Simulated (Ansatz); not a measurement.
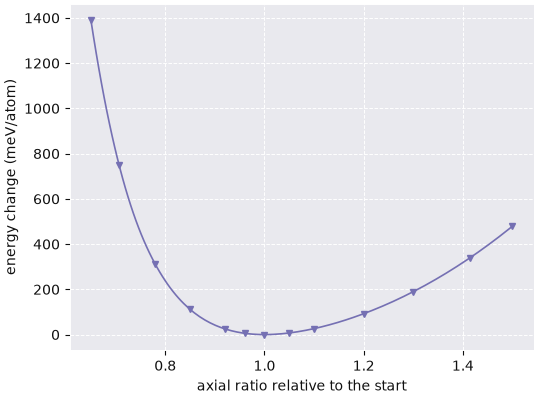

The picture above shows the energy change against relative axial ratio for MgO, space group Fm-3m (No. 225).

The given structure:
```
CELL_PARAMETERS angstrom
0.00000 2.13515 2.13515
2.13515 0.00000 2.13515
2.13515 2.13515 0.00000
ATOMIC_POSITIONS crystal
Mg 0.00000 0.00000 0.00000
O 0.50000 0.50000 0.50000
```

Computed with Ansatz 0.2.0: deformation of a crystal at fixed volume, lengths along the axis scaled against those across it, fractional coordinates fixed, by plane-wave density functional theory with PAW datasets, free energies less that of the undisturbed cell, pressure positive in compression; scalar-relativistic. Level: PBEsol, no spin polarisation.

wave cutoff 420 eV; k mesh 10×10×10; occupations Gaussian; smearing width 0.05 eV; k shift (0, 0, 0) (mesh steps); start as given; path tetragonal; axis direction (0, 0, 1) (Cartesian unit vector).

From this curve and the settings, what does the calculation give for the pressure and gap on the k mesh at the same points?

The pressure goes from 71.2 GPa at relative axial ratio 0.650 to 34.7 GPa at 1.500, not monotonically, with a low of −5.8 GPa at 1.000, and changes sign near 0.88 and 1.15. The gap on the k mesh stays open and runs from 3.333 eV at relative axial ratio 0.650 to 3.471 eV at 1.500, with its largest value, 4.248 eV, at 1.000.

| axial ratio relative to the start | pressure (GPa) | gap on the k mesh (eV) |
| --- | --- | --- |
| 0.650 | 71.2 | 3.333 |
| 0.707 | 40.4 | 3.541 |
| 0.780 | 15.9 | 3.794 |
| 0.850 | 2.9 | 3.997 |
| 0.920 | −3.6 | 4.149 |
| 0.960 | −5.3 | 4.209 |
| 1.000 | −5.8 | 4.248 |
| 1.050 | −5.1 | 4.176 |
| 1.100 | −3.3 | 4.109 |
| 1.200 | 3.0 | 4.017 |
| 1.300 | 11.8 | 3.987 |
| 1.414 | 24.1 | 3.715 |
| 1.500 | 34.7 | 3.471 |

Note: reference crystal is not relaxed.
